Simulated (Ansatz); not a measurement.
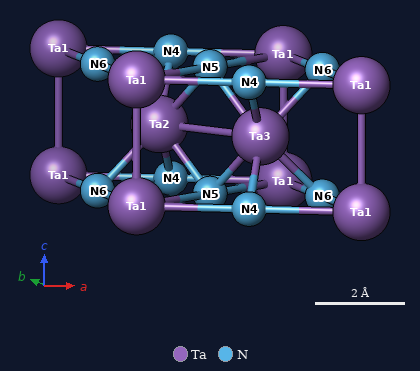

Fig. 1: The input geometry (ball-and-stick view of the cell of the calculation, seen slightly off an axis; atoms are numbered from 1 in the order of the input). An atom can appear more than once, as a periodic image.

TaN: geometry relaxation

The run: geometry relaxation of TaN (P6/mmm, 6 atoms in the cell). Method and program: DFT, PBEsol, plane waves, PAW, Ueff = 4 eV on N f (Ansatz 0.2.0).

The structure derives from an entry of the Crystallography Open Database.

### Input
```yaml
crystal:
  lattice:
    - [5.1849992558, 0.0, 0.0]
    - [-2.5924996279, 4.4903410741, 0.0]
    - [0.0, 0.0, 2.908]
  atoms:
    - { symbol: Ta, position: [0.0, 0.0, 0.0] }
    - { symbol: Ta, position: [0.3333333333, 0.6666666667, 0.5] }
    - { symbol: Ta, position: [0.6666666667, 0.3333333333, 0.5] }
    - { symbol: "N", position: [0.5, 0.0, 0.0] }
    - { symbol: "N", position: [0.5, 0.5, 0.0] }
    - { symbol: "N", position: [0.0, 0.5, 0.0] }
basis:
  ecutwfc: 420
kpoints:
  mp_grid: { grid: [12, 12, 12] }
hamiltonian:
  xc: pbesol
  hubbard: { sites: [{ species: "N", l: f, u_eff: 4.0 }] }
scf:
  occupations: { method: gaussian, width: 0.1 }
  max_iter: 60
output:
  forces: true
  eigenvalues: true
  stress: true
relax:
  adjacent_minimum: "off"
  f_tol: 0.005
  max_steps: 80
  cell: { stress_tol: 0.05 }
```

Run on 2 threads of AMD EPYC (Zen 5), 32 GiB of memory available, shared host.

Launched with:
```bash
ansatz run input.yaml --threads 2 --pin off --max-ram 5120MiB --backend cpu --events-out ev --progress --plain --runs-dir out
```

### Output
```
Error: inconsistent input (hamiltonian.hubbard.sites[].l, hamiltonian.hubbard.sites[].shell): the file of N doesn't list 4f, and it can't be added: PBE doesn't bind the shell 4f of the free atom, whose level lies at +1.14 eV. Type an atom or ion with it (hamiltonian.pseudopotentials.projection_atoms), take another file or name another shell
```

### What the run reported

| quantity | value |
| --- | --- |
| outcome | refused by the program |
| space group (tolerance 0.01 Å) | P6/mmm (191) |

This input holds a deliberate fault: a U on a shell that isn't there (`hamiltonian.hubbard`). The program refused the input: “inconsistent input (hamiltonian.hubbard.sites[].l, hamiltonian.hubbard.sites[].shell): the file of N doesn't list 4f, and it can't be added: PBE doesn't bind the shell 4f of the free atom, whose level lies at +1.14 eV …”
